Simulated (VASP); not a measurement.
**CaB₂: geometry relaxation (part 1 of 2)**

- system: CaB₂ (P6/mmm, 3 atoms in the cell)
- method: Kohn-Sham DFT of a periodic cell, r2SCAN with D4, VASP PAW PBE potentials, recommended, no spin polarisation (VASP 6.6.1)

The structure derives from a Materials Project entry. It belongs to a series of runs on one base structure; here: dispersion = D4.

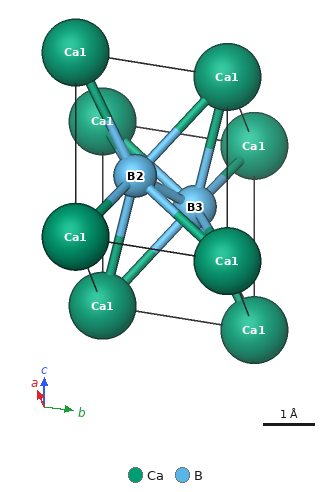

**Figure 1.** The input geometry (ball-and-stick view of the cell of the calculation, seen at an oblique angle; atoms are numbered from 1 in the order of the input). Near neighbours in the crystal (not all of them lie inside the picture): Ca has 12 B at 2.76 Å; B has 3 B at 1.86 Å and 6 Ca at 2.76 Å.

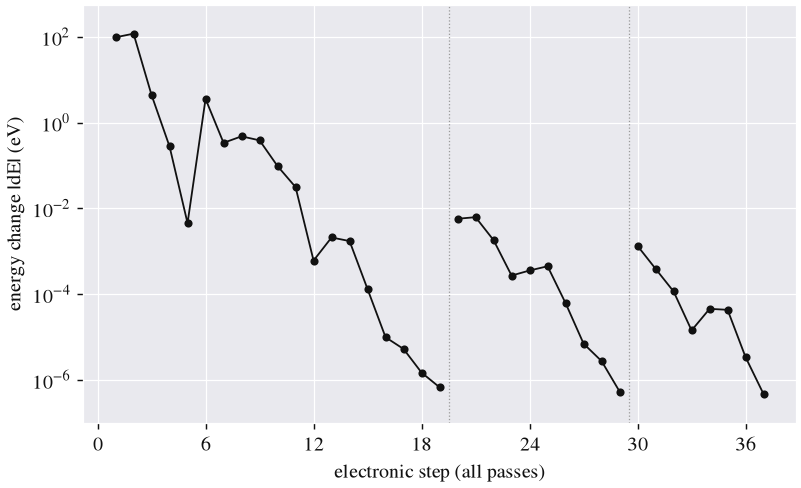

**Figure 2.** Convergence of the self-consistent field: energy change |dE| against the electronic step. Each stretch between dotted lines is the SCF of one geometry step of a relaxation. The 3 ionic steps take 8 to 19 electronic steps each. The density is held fixed in the first few steps, and dE rises again when its update begins.

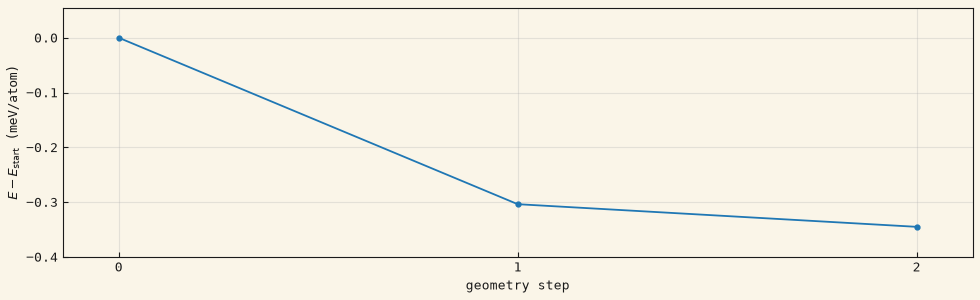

**Figure 3.** Progress of the relaxation, step by step (steps are counted from 0). The atoms keep their places relative to the cell (all moves are under 0.005 Å). The energy falls by 0.3 meV per atom in 2 geometry steps. All forces vanish by symmetry, so only the cell relaxes.

These pictures come from the run below.

**INCAR**
```
SYSTEM = CaB2
ALGO = Normal
EDIFF = 1E-6
EDIFFG = -0.01
ENCUT = 600
IBRION = 2
ISIF = 3
ISMEAR = -1
IVDW = 13
LASPH = .True.
LCHARG = .False.
LMIXTAU = .True.
LREAL = .False.
LWAVE = .False.
METAGGA = R2SCAN
NELM = 60
NSW = 40
PREC = Accurate
SIGMA = 0.05
VDW_A1 = 0.51559235
VDW_A2 = 5.77342911
VDW_S6 = 1.0
VDW_S8 = 0.6018749
```

**KPOINTS**
```
k-points
0
Gamma
  9 9 7
  0 0 0
```

**POSCAR**
```
CaB2
1.0
    3.2264302843      0.0000000000      0.0000000000
   -1.6132151421      2.7941705897      0.0000000000
    0.0000000000      0.0000000000      4.0673920000
Ca B
1 2
Direct
    0.0000000000      0.0000000000      0.0000000000
    0.6666666667      0.3333333333      0.5000000000
    0.3333333333      0.6666666667      0.5000000000
```

Command:
```bash
cat potpaw_PBE.64/Ca_sv/POTCAR potpaw_PBE.64/B/POTCAR > POTCAR
mpirun -np 1 vasp_std > vasp.out
```

**OSZICAR**
```
N       E                     dE             d eps       ncg     rms          rms(c)
DAV:   1     0.983291945193E+02    0.98329E+02   -0.90606E+03  1152   0.149E+03
DAV:   2    -0.212938958817E+02   -0.11962E+03   -0.11397E+03  1244   0.329E+02
DAV:   3    -0.257305535623E+02   -0.44367E+01   -0.42198E+01  1552   0.584E+01
DAV:   4    -0.260106589912E+02   -0.28011E+00   -0.27941E+00  1864   0.130E+01
DAV:   5    -0.260152099237E+02   -0.45509E-02   -0.45500E-02  1540   0.166E+00    0.506E+00
DAV:   6    -0.224238574777E+02    0.35914E+01   -0.26036E+00  1584   0.176E+01    0.297E+00
DAV:   7    -0.220838860466E+02    0.33997E+00   -0.64685E-01  1640   0.957E+00    0.885E-01
DAV:   8    -0.225662067574E+02   -0.48232E+00   -0.76459E-01  1388   0.884E+00    0.725E-01
DAV:   9    -0.221778396096E+02    0.38837E+00   -0.19160E-01  1384   0.683E+00    0.420E-01
DAV:  10    -0.222752580367E+02   -0.97418E-01   -0.19740E-01  1268   0.583E+00    0.133E-01
DAV:  11    -0.223067925700E+02   -0.31535E-01   -0.14178E-02  1424   0.149E+00    0.103E-01
DAV:  12    -0.223074026289E+02   -0.61006E-03   -0.49096E-03  1412   0.896E-01    0.908E-02
DAV:  13    -0.223095107579E+02   -0.21081E-02   -0.11024E-03  1480   0.430E-01    0.687E-02
DAV:  14    -0.223112483833E+02   -0.17376E-02   -0.37087E-03  1336   0.676E-01    0.318E-02
DAV:  15    -0.223113799294E+02   -0.13155E-03   -0.21670E-04  1456   0.193E-01    0.280E-02
DAV:  16    -0.223113700101E+02    0.99193E-05   -0.14973E-04  1448   0.148E-01    0.127E-02
DAV:  17    -0.223113752912E+02   -0.52811E-05   -0.54902E-05  1564   0.838E-02    0.100E-02
DAV:  18    -0.223113767760E+02   -0.14848E-05   -0.48255E-06  1424   0.263E-02    0.477E-03
DAV:  19    -0.223113774505E+02   -0.67445E-06   -0.84568E-07  1056   0.140E-02
   1 F= -.22559752E+02 E0= -.22556377E+02  d E =-.225598E+02
       N       E                     dE             d eps       ncg     rms          rms(c)
DAV:   1    -0.223171346079E+02   -0.57578E-02   -0.26649E-01  1204   0.646E+00    0.516E-01
DAV:   2    -0.223108630311E+02    0.62716E-02   -0.19571E-02  1320   0.174E+00    0.287E-01
DAV:   3    -0.223090377415E+02    0.18253E-02   -0.10536E-02  1872   0.107E+00    0.796E-02
DAV:   4    -0.223093102554E+02   -0.27251E-03   -0.81279E-04  1372   0.375E-01    0.341E-02
DAV:   5    -0.223089524756E+02    0.35778E-03   -0.25318E-03  1392   0.499E-01    0.581E-02
DAV:   6    -0.223094017092E+02   -0.44923E-03   -0.82440E-04  1356   0.299E-01    0.110E-02
DAV:   7    -0.223094636292E+02   -0.61920E-04   -0.15029E-04  1408   0.129E-01    0.865E-03
DAV:   8    -0.223094706554E+02   -0.70262E-05   -0.29075E-05  1796   0.566E-02    0.541E-03
DAV:   9    -0.223094678992E+02    0.27562E-05   -0.14016E-06  1072   0.148E-02    0.408E-03
DAV:  10    -0.223094684372E+02   -0.53800E-06   -0.61286E-07   724   0.872E-03
   2 F= -.22560664E+02 E0= -.22557277E+02  d E =-.911336E-03
       N       E                     dE             d eps       ncg     rms          rms(c)
DAV:   1    -0.223108035301E+02   -0.13356E-02   -0.17184E-02  1204   0.165E+00    0.130E-01
DAV:   2    -0.223104115134E+02    0.39202E-03   -0.12469E-03  1316   0.436E-01    0.728E-02
DAV:   3    -0.223102954788E+02    0.11603E-03   -0.69875E-04  1832   0.274E-01    0.213E-02
DAV:   4    -0.223103097998E+02   -0.14321E-04   -0.54097E-05  1364   0.968E-02    0.925E-03
DAV:   5    -0.223102641693E+02    0.45631E-04   -0.17291E-04  1376   0.133E-01    0.153E-02
DAV:   6    -0.223103074630E+02   -0.43294E-04   -0.59706E-05  1344   0.821E-02    0.272E-03
DAV:   7    -0.223103108549E+02   -0.33919E-05   -0.10276E-05  1364   0.345E-02    0.221E-03
DAV:   8    -0.223103103882E+02    0.46669E-06   -0.17564E-06  1160   0.149E-02
   3 F= -.22560788E+02 E0= -.22557405E+02  d E =-.103533E-02
```

**Parts of OUTCAR**
```
SYSTEM = CaB2
   EDIFF = 1E-6
   EDIFFG = -0.01
   ENCUT = 600
   IBRION = 2
   ISIF = 3
   ISMEAR = -1
   IVDW = 13
   LASPH = .True.
   LREAL = .False.
   METAGGA = R2SCAN
   NELM = 60
   NSW = 40
   PREC = Accurate
   VDW_A1 = 0.51559235
   VDW_A2 = 5.77342911
   VDW_S6 = 1.0
   VDW_S8 = 0.6018749

 ion  position               nearest neighbor table
   1  0.000  0.000  0.000-
   2  0.667  0.333  0.500-   3 1.86   3 1.86   3 1.86
   3  0.333  0.667  0.500-   2 1.86   2 1.86   2 1.86

  LATTYP: Found a hexagonal cell.
 ALAT       =     3.2264302843
 C/A-ratio  =     1.2606477257

  Lattice vectors:

 A1 = (   3.2264302843,   0.0000000000,   0.0000000000)
 A2 = (  -1.6132151421,   2.7941705897,   0.0000000000)
 A3 = (   0.0000000000,   0.0000000000,   4.0673920000)

Analysis of symmetry for initial positions (statically):
=====================================================================
 Subroutine PRICEL returns:
 Original cell was already a primitive cell.

 Routine SETGRP: Setting up the symmetry group for a
 hexagonal supercell.

 Subroutine GETGRP returns: Found 24 space group operations
 (whereof 24 operations were pure point group operations)
 out of a pool of 24 trial point group operations.

The static configuration has the point symmetry D_6h.

Analysis of symmetry for dynamics (positions and initial velocities):
=====================================================================
 Subroutine PRICEL returns:
 Original cell was already a primitive cell.

 Routine SETGRP: Setting up the symmetry group for a
 hexagonal supercell.

 Subroutine GETGRP returns: Found 24 space group operations
 (whereof 24 operations were pure point group operations)
 out of a pool of 24 trial point group operations.

The dynamic configuration has the point symmetry D_6h.

 Subroutine INISYM returns: Found 24 space group operations
 (whereof 24 operations are pure point group operations),
 and found     1 'primitive' translations

----------------------------------------------------------------------------------------

                                     Primitive cell

  volume of cell :      36.6683

  direct lattice vectors                    reciprocal lattice vectors
     3.226430284  0.000000000  0.000000000     0.309940061  0.178943978  0.000000000
    -1.613215142  2.794170590  0.000000000     0.000000000  0.357887956  0.000000000
     0.000000000  0.000000000  4.067392000     0.000000000  0.000000000  0.245857788

  length of vectors
     3.226430284  3.226430284  4.067392000     0.357887956  0.357887956  0.245857788

  position of ions in fractional coordinates (direct lattice)
     0.000000000  0.000000000  0.000000000
     0.666666667  0.333333333  0.500000000
     0.333333333  0.666666667  0.500000000

  ion indices of the primitive-cell ions
   primitive index   ion index
                 1           1
                 2           2
                 3           3

----------------------------------------------------------------------------------------

 KPOINTS: k-points

Automatic generation of k-mesh.
 Grid dimensions read from file:
 generate k-points for:    9    9    7

 Generating k-lattice:

  Cartesian coordinates                     Fractional coordinates (reciprocal lattice)
     0.034437785  0.019882664  0.000000000     0.111111111 -0.000000000  0.000000000
     0.000000000  0.039765328  0.000000000     0.000000000  0.111111111  0.000000000
     0.000000000  0.000000000  0.035122541     0.000000000  0.000000000  0.142857143

  Length of vectors
     0.039765328  0.039765328  0.035122541

  Shift w.r.t. Gamma in fractional coordinates (k-lattice)
     0.000000000  0.000000000  0.000000000

 Subroutine IBZKPT returns following result:
 ===========================================

 Found     48 irreducible k-points:

 Following reciprocal coordinates:
            Coordinates               Weight
  0.000000  0.000000  0.000000      1.000000
  0.111111 -0.000000  0.000000      6.000000
  0.222222 -0.000000  0.000000      6.000000
  0.333333 -0.000000  0.000000      6.000000
  0.444444 -0.000000  0.000000      6.000000
  0.111111  0.111111  0.000000      6.000000
  0.222222  0.111111  0.000000     12.000000
  0.333333  0.111111  0.000000     12.000000
  0.444444  0.111111  0.000000      6.000000
  0.222222  0.222222  0.000000      6.000000
  0.333333  0.222222  0.000000     12.000000
  0.333333  0.333333  0.000000      2.000000
  0.000000  0.000000  0.142857      2.000000
  0.111111 -0.000000  0.142857     12.000000
  0.222222 -0.000000  0.142857     12.000000
  0.333333 -0.000000  0.142857     12.000000
  0.444444 -0.000000  0.142857     12.000000
  0.111111  0.111111  0.142857     12.000000
  0.222222  0.111111  0.142857     24.000000
  0.333333  0.111111  0.142857     24.000000
  0.444444  0.111111  0.142857     12.000000
  0.222222  0.222222  0.142857     12.000000
  0.333333  0.222222  0.142857     24.000000
  0.333333  0.333333  0.142857      4.000000
 [... further k-points ...]
   k-points           NKPTS =     48   k-points in BZ     NKDIM =     48   number of bands    NBANDS=     12
   number of dos      NEDOS =    301   number of ions     NIONS =      3
   total plane-waves  NPLWV =  25088
   dimension x,y,z NGX =    28 NGY =   28 NGZ =   32
   dimension x,y,z NGXF=    56 NGYF=   56 NGZF=   64
   ions per type =               1   2
   NGX,Y,Z   is equivalent  to a cutoff of  14.43, 14.43, 13.08 a.u.
   NGXF,Y,Z  is equivalent  to a cutoff of  28.85, 28.85, 26.16 a.u.
 SYSTEM =  CaB2
   PREC   = accura    normal or accurate (medium, high low for compatibility)
   ISTART =      0    job   : 0-new  1-cont  2-samecut
   ICHARG =      2    charge: 1-file 2-atom 10-const
   ISPIN  =      1    spin polarized calculation?
   LNONCOLLINEAR =      F non collinear calculations
   LSORBIT =      F    spin-orbit coupling
   LASPH  =      T    aspherical Exc in radial PAW
   ENCUT  =  600.0 eV  44.10 Ry    6.64 a.u.   6.44  6.44  8.12*2*pi/ulx,y,z
   NELM   =     60;   NELMIN=  2; NELMDL= -5     # of ELM steps
   EDIFF  = 0.1E-05   stopping-criterion for ELM
   LREAL  =      F    real-space projection
   EDIFFG = -.1E-01   stopping-criterion for IOM
   NSW    =     40    number of steps for IOM
   IBRION =      2    ionic relax: 0-MD 1-quasi-New 2-CG
   NFREE  =      1    steps in history (QN), initial steepest desc. (CG)
   ISIF   =      3    stress and relaxation
   ISYM   =      2    0-nonsym 1-usesym 2-fastsym
   POTIM  = 0.5000    time-step for ionic-motion
   TEBEG  =    0.0;   TEEND  =   0.0 temperature during run
   PSTRESS=    0.0 pullay stress
   NELECT =      16.0000    total number of electrons
   NUPDOWN=      -1.0000    fix difference up-down
   EMIN   =  10.00;   EMAX   =-10.00  energy-range for DOS
   EFERMI =   0.00;   METHOD = LEGACY
   ISMEAR =    -1;   SIGMA  =   0.05  broadening in eV -4-tet -1-fermi 0-gaus
   EFERMI_NEDOS =   21; number of points for ismear=-14 and -15
   IALGO  =     38    algorithm
   IMIX   =      4    mixing-type and parameters
     AMIX     =   0.40;   BMIX     =  1.00
     AMIX_MAG =   1.60;   BMIX_MAG =  1.00
  volume/ion in A,a.u.               =      12.22        82.48
  Fermi-wavevector in a.u.,A,eV,Ry     =   1.241703  2.346479 20.977823  1.541826
  Thomas-Fermi vector in A             =   2.376089
   LORBIT       =      0    0 simple, 1 ext, 2 COOP (PROOUT), +10 PAW based schemes
   METAGGA = R2SCAN    functional components
   LHFCALC =     F    Hartree Fock is set to
   AEXX    =    0.0000 exact exchange contribution
   IVDW    =    13    specifies the selected vdW correction
   VDW_S6         =  1.00000000  s6, scaling of the dipole-dipole dispersion
   VDW_S8         =  0.60187490  s8, scaling of the dipole-quadrupole dispersion
   VDW_A1         =  0.51559235  a1, scaling of the critical radii
   VDW_A2         =  5.77342911  a2, offset of the critical radii
```
